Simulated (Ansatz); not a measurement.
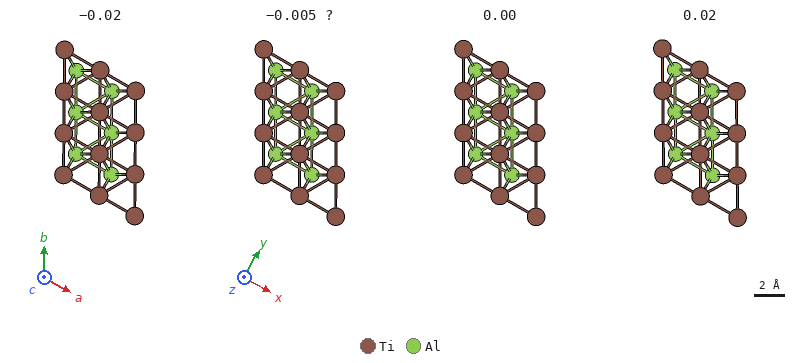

A crystal of TiAl (P-6m2): the cell is strained along x alone, with the atoms kept at their fractional coordinates. x, y and z are the Cartesian axes of the input. Style: ball-and-stick. Shown: the cell of the calculation, repeated 2 × 3 × 2 with one cell outlined, along the c axis.

Theory: DFT PBEsol, scalar-relativistic, plane waves, PAW in Ansatz. (plane-wave cutoff 420 eV; k-point mesh 18 × 18 × 10; occupations gaussian; smearing width 0.15 eV; no spin polarisation). Energies (free energies at the smearing named) are counted from the cell as listed in its source, which wasn't relaxed.

```json
{"strain": "−0.0200", "ΔE (meV/atom)": "−1.5"}
{"strain": "−0.0150", "ΔE (meV/atom)": "−1.8"}
{"strain": "−0.0100", "ΔE (meV/atom)": "−1.6"}
{"strain": "−0.0050", "ΔE (meV/atom)": "?"}
{"strain": "0.0000", "ΔE (meV/atom)": "0.0"}
{"strain": "0.0050", "ΔE (meV/atom)": "1.4"}
{"strain": "0.0100", "ΔE (meV/atom)": "3.3"}
{"strain": "0.0150", "ΔE (meV/atom)": "5.5"}
{"strain": "0.0175", "ΔE (meV/atom)": "6.7"}
{"strain": "0.0200", "ΔE (meV/atom)": "8.0"}
```

Question: Estimate the missing energy from the other rows, and compare with the calculation.

Answer: A straight line between the two neighbours gives −0.8 meV/atom. A cubic through the four nearest rows (−0.0150, −0.0100, 0.0000, 0.0050) gives, with Lagrange weights, (−0.1667)(−1.8) + (0.6667)(−1.6) + (0.6667)(0.0) + (−0.1667)(1.4) = −1.0 meV/atom. The calculation gives −1.0 meV/atom, so the cubic is right to the digits shown and the straight line 0.2 meV/atom too high.

The whole profile:

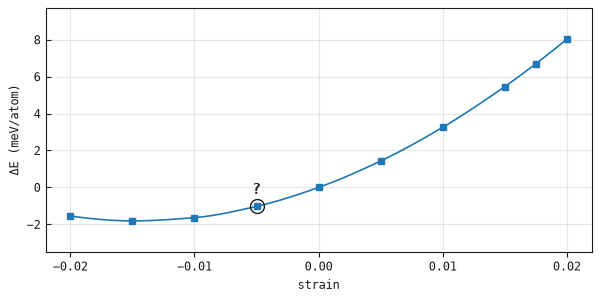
